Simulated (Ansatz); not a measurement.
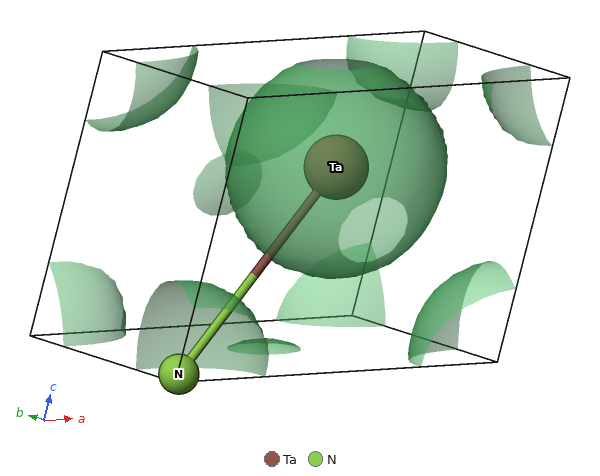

*TaN. Isosurface of the valence charge density (pseudo) at 1 e/Å³ (green), seen slightly off an axis. Sticks mark near contacts.*

Space group P1; changed on purpose from its base cell (all N atoms moved +0.100 Å, as atom 2 along Cartesian [1 1 1]); not relaxed (largest force 1.4 eV/Å).

Theory: DFT r2SCAN, scalar-relativistic, plane waves, PAW (Ansatz 0.2.0).

The density is the valence pseudo-density of a PAW calculation; it isn't the true density close to the nuclei.

### How is the density connected at this value?

At this value the density breaks into separate islands; it holds about 65 % of the electrons treated as valence (semicore included). It bridges none of the near contacts. It is pinched off along the sampled Ta–N (2.15 Å), Ta–Ta (2.88 Å), Ta–N (2.22 Å) and Ta–N (2.32 Å) contacts. On the grid the lowest density along these lines, outside the cores, is 0.64 e/Å³ (Ta–N, 2.15 Å), 0.29 e/Å³ (Ta–Ta, 2.88 Å), 0.54 e/Å³ (Ta–N, 2.22 Å) and 0.44 e/Å³ (Ta–N, 2.32 Å).
